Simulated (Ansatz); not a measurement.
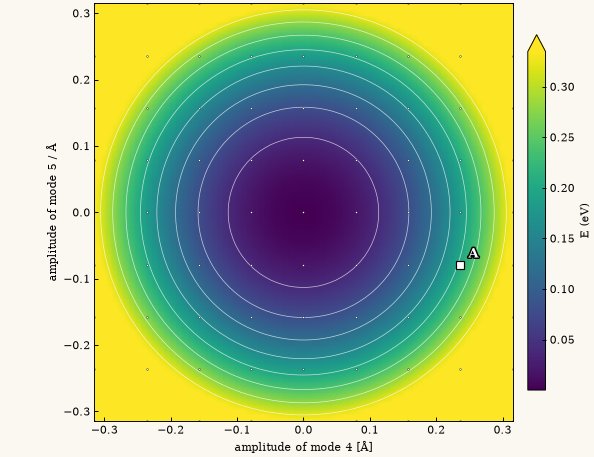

Ge (P6_3/mmc, No. 194; 8 atoms in the cell). 
- The energy is mapped over two normal modes frozen in (zone-centre modes of the 8-atom cell of this scan, which folds in the wave vector (0, 1/2, 0) of the primitive cell).
- First axis: amplitude of mode 4 (53 cm⁻¹), largest displacement. Second axis: amplitude of mode 5 (53 cm⁻¹), largest displacement.
- Nothing is relaxed (the cell and all other modes fixed).
- Grid: 9 × 9 points; 25 points were computed and 56 follow by symmetry.
- Points are written as (first, second).
- All energies are given in eV per cell relative to the lowest grid point.
- The lowest point has no gap; 44 points of the grid have one on the k-mesh.
- Theory: DFT PBE, scalar-relativistic, plane waves, PAW (Ansatz 0.2.0). Settings: cutoff 420 eV, k-mesh 10×6×6 in the order of the run's cell vectors, gaussian smearing 0.15 eV, no spin polarisation.

The picture shows a smooth colour map with a few white contour lines, dots at the grid points, one colour for all values above the top of the scale, the point A. Between grid points the surface is interpolated.

**Is A at rest? If not, where is it pushed?**

A, at (0.236 Å, −0.079 Å), is not a stationary point. The computed force is 1.7 eV for each Å towards smaller values of the first coordinate and 0.56 eV for each Å towards larger values of the second coordinate.

PAW datasets: the set soft_1.
